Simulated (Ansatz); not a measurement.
# Run report: Ti, single-point calculation (part 2 of 2)

Continued. System: Ti (P6₃/mmc, 2 atoms in the cell). Method: DFT, PBE, PAW with Ansatz's default frozen-core files, scalar-relativistic, spin-polarised (Ansatz 0.2.0); cutoff 420 eV, 13×13×7 k-mesh, Fermi–Dirac smearing of 0.05 eV, collinear spins. The structure derives from an entry of the Crystallography Open Database. It belongs to a series of runs on one base structure; here: free moments from the typed start, PAW files.

Geometry of the input (Å; fractional positions):
```
2.9500  0.0000  0.0000
-1.4750  2.5548  0.0000
0.0000  0.0000  4.6800
Ti 0.3333  0.6667  0.2500
Ti 0.6667  0.3333  0.7500
```

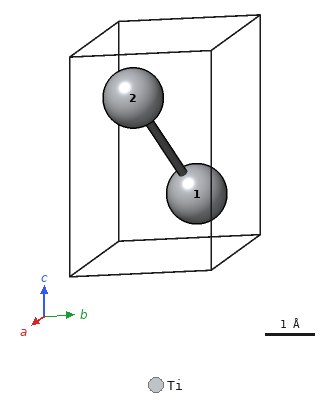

Figure 1. The structure (ball-and-stick view of the cell of the calculation, seen slightly off an axis; atoms are numbered from 1 in the order of the input).

Output, continued:
```
--- Stress (GPa, compression-positive) ---
       -1.407319       0.000000       0.000000
       -0.000000      -1.407319      -0.000000
        0.000000      -0.000000      -1.669941
  P = ⅓ Tr σ = -1.4949 GPa (-14.949 kbar)
--- Band table (eV; the first three rows and the last of 168) ---
  k-point 0 ↑: bands = ["-43.6983", "-43.5693", "-20.2853", "-19.6704", "-19.6704", "-19.6101", "-19.5745", "-19.5745", "6.9909", "10.4945", "13.8494", "13.9133", "13.9133", "14.0115", "14.3992", "14.3992", "14.7537"]
  k-point 1 ↑: bands = ["-43.6919", "-43.5757", "-20.2531", "-19.6657", "-19.6657", "-19.6449", "-19.5793", "-19.5793", "7.1601", "10.3972", "13.5829", "13.8400", "13.8400", "13.9188", "14.3101", "14.3101", "14.9342"]
  k-point 2 ↑: bands = ["-43.6742", "-43.5938", "-20.1622", "-19.7415", "-19.6524", "-19.6524", "-19.5926", "-19.5926", "7.6482", "10.0034", "13.1882", "13.6711", "13.7554", "13.7554", "14.1063", "14.1063", "15.3170"]
  k-point 83 ↓: bands = ["-43.5593", "-43.5565", "-20.1089", "-20.1027", "-19.9426", "-19.8967", "-19.7104", "-19.7007", "11.6889", "11.7299", "12.1908", "12.3238", "12.8843", "12.9936", "14.6527", "14.9782", "16.2173"]
--- Löwdin populations: 2 sites ---
  site symbol       q [e]    m [muB]
     0     Ti     11.8624    -0.0000
     1     Ti     11.8624    -0.0000
  spilling = 0.011471 (of n_electrons = 24.000000)
```

File populations.tsv:
```
# site	symbol	l	j	q_up	q_dn
# orbitals = lowdin
# n_electrons = 24.000000
# spilling = 0.011471
0	Ti	0_3S	-	0.964190	0.964190
0	Ti	0_4S	-	0.469877	0.469877
0	Ti	1_3P	-	2.994533	2.994533
0	Ti	2_3D	-	1.502574	1.502576
1	Ti	0_3S	-	0.964190	0.964190
1	Ti	0_4S	-	0.469877	0.469877
1	Ti	1_3P	-	2.994533	2.994533
1	Ti	2_3D	-	1.502574	1.502576
```

File rho_z.tsv:
```
# z_ang	rho[e/angstrom^3]	rho_spin[e/angstrom^3]
# format = ansatz-planar-average/11
# lattice	2.950000000	0.000000000	0.000000000
# lattice	-1.475000000	2.554774941	0.000000000
# lattice	0.000000000	0.000000000	4.680000000
# sites	2
# site	22	0.000000000	1.703183294	1.170000000
# site	22	1.475000000	0.851591647	3.510000000
0.000000	1.887591e-1	-1.215457e-7
0.146250	1.964155e-1	-1.336138e-7
0.292500	2.260097e-1	-1.706263e-7
0.438750	3.108925e-1	-2.411981e-7
0.585000	5.026404e-1	-3.623099e-7
0.731250	8.082614e-1	-5.004891e-7
0.877500	1.148981e0	-5.707396e-7
1.023750	1.406196e0	-5.523810e-7
1.170000	1.499509e0	-5.264669e-7
1.316250	1.406196e0	-5.523810e-7
1.462500	1.148981e0	-5.707396e-7
1.608750	8.082614e-1	-5.004891e-7
1.755000	5.026404e-1	-3.623099e-7
1.901250	3.108925e-1	-2.411981e-7
2.047500	2.260097e-1	-1.706263e-7
2.193750	1.964155e-1	-1.336138e-7
2.340000	1.887591e-1	-1.215457e-7
2.486250	1.964155e-1	-1.336138e-7
2.632500	2.260097e-1	-1.706263e-7
2.778750	3.108925e-1	-2.411981e-7
2.925000	5.026404e-1	-3.623099e-7
3.071250	8.082614e-1	-5.004891e-7
3.217500	1.148981e0	-5.707396e-7
3.363750	1.406196e0	-5.523810e-7
3.510000	1.499509e0	-5.264669e-7
3.656250	1.406196e0	-5.523810e-7
3.802500	1.148981e0	-5.707396e-7
3.948750	8.082614e-1	-5.004891e-7
4.095000	5.026404e-1	-3.623099e-7
4.241250	3.108925e-1	-2.411981e-7
4.387500	2.260097e-1	-1.706263e-7
4.533750	1.964155e-1	-1.336138e-7
```

File v_z.tsv:
```
# z_ang	v_es[eV]	v_tot_up[eV]	v_tot_dn[eV]
# format = ansatz-planar-average/11
# xc	pbe
# density_cutoff_ev	1680
# datasets	Ti=:simpson_from_first_knot:soft
# lattice	2.950000000	0.000000000	0.000000000
# lattice	-1.475000000	2.554774941	0.000000000
# lattice	0.000000000	0.000000000	4.680000000
# sites	2
# site	22	0.000000000	1.703183294	1.170000000
# site	22	1.475000000	0.851591647	3.510000000
0.000000	1.273239e1	3.324711e0	3.324711e0
0.146250	1.235034e1	2.941734e0	2.941734e0
0.292500	1.099541e1	1.370495e0	1.370493e0
0.438750	8.739659e0	-1.452143e0	-1.452147e0
0.585000	6.152926e0	-4.831106e0	-4.831113e0
0.731250	3.781492e0	-8.007530e0	-8.007538e0
0.877500	1.988024e0	-1.044078e1	-1.044079e1
1.023750	9.062882e-1	-1.193163e1	-1.193164e1
1.170000	5.483571e-1	-1.242316e1	-1.242316e1
1.316250	9.062882e-1	-1.193163e1	-1.193164e1
1.462500	1.988024e0	-1.044078e1	-1.044079e1
1.608750	3.781492e0	-8.007530e0	-8.007538e0
1.755000	6.152926e0	-4.831106e0	-4.831113e0
1.901250	8.739659e0	-1.452143e0	-1.452147e0
2.047500	1.099541e1	1.370495e0	1.370493e0
2.193750	1.235034e1	2.941734e0	2.941734e0
2.340000	1.273239e1	3.324711e0	3.324711e0
2.486250	1.235034e1	2.941734e0	2.941734e0
2.632500	1.099541e1	1.370495e0	1.370493e0
2.778750	8.739659e0	-1.452143e0	-1.452147e0
2.925000	6.152926e0	-4.831106e0	-4.831113e0
3.071250	3.781492e0	-8.007530e0	-8.007538e0
3.217500	1.988024e0	-1.044078e1	-1.044079e1
3.363750	9.062882e-1	-1.193163e1	-1.193164e1
3.510000	5.483571e-1	-1.242316e1	-1.242316e1
3.656250	9.062882e-1	-1.193163e1	-1.193164e1
3.802500	1.988024e0	-1.044078e1	-1.044079e1
3.948750	3.781492e0	-8.007530e0	-8.007538e0
4.095000	6.152926e0	-4.831106e0	-4.831113e0
4.241250	8.739659e0	-1.452143e0	-1.452147e0
4.387500	1.099541e1	1.370495e0	1.370493e0
4.533750	1.235034e1	2.941734e0	2.941734e0
```

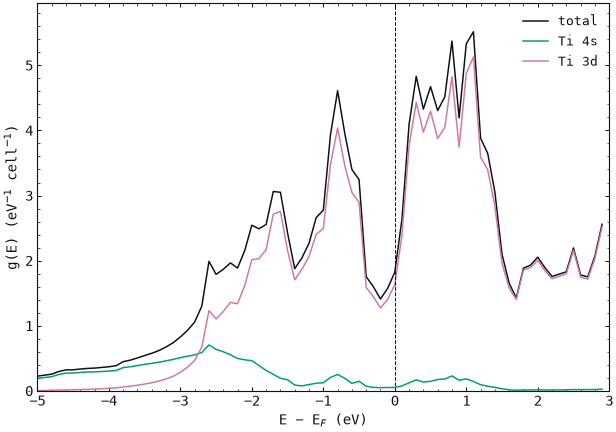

Figure 2. Density of states (projected on Löwdin-orthogonalised atomic shells), with energies from the Fermi level. There are states at the Fermi level: a metal at this level of theory.

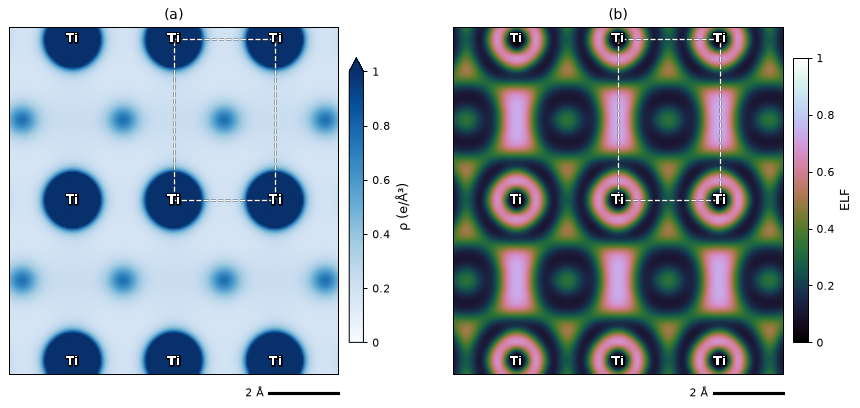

Figure 3. (a) valence pseudo-density; (b) electron localisation function on the (100) plane of the conventional cell. The section cuts through Ti sites. Ti–Ti (2.95 Å): ρ at the midpoint is about 0.19 e/Å³; the ELF is about 0.25 at the midpoint (no localised pair between them). Away from the nuclei the density in this plane falls to 0.17 e/Å³ at its lowest. The strong features right at Ti lie inside the PAW spheres (semicore, d or f shells) and say nothing about bonding. In a PAW calculation such maps are meaningful between the atoms, not at the nuclei.

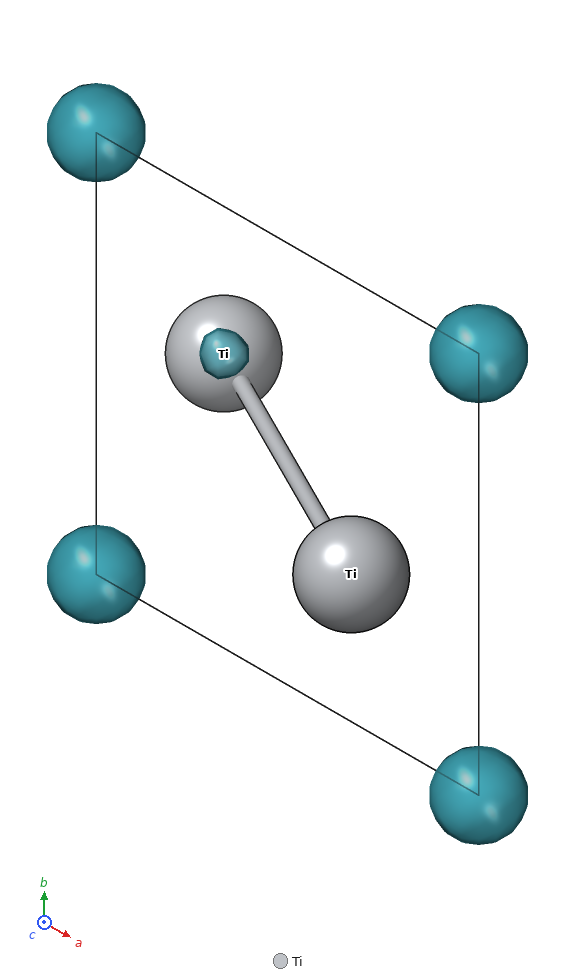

Figure 4. Isosurface of the electron localisation function at 0.7 (cyan), seen along the c axis. Only the valence region is drawn (cores and ρ < 0.01 e/Å³ removed). Sticks mark near contacts. The outline is the cell set on symmetry axes. Values along the shortest contacts: Ti–Ti (2.89 Å): the ELF is about 0.20 at the midpoint (no localised pair between them). Ti–Ti (2.95 Å): the ELF is about 0.25 at the midpoint (no shared electron pair).
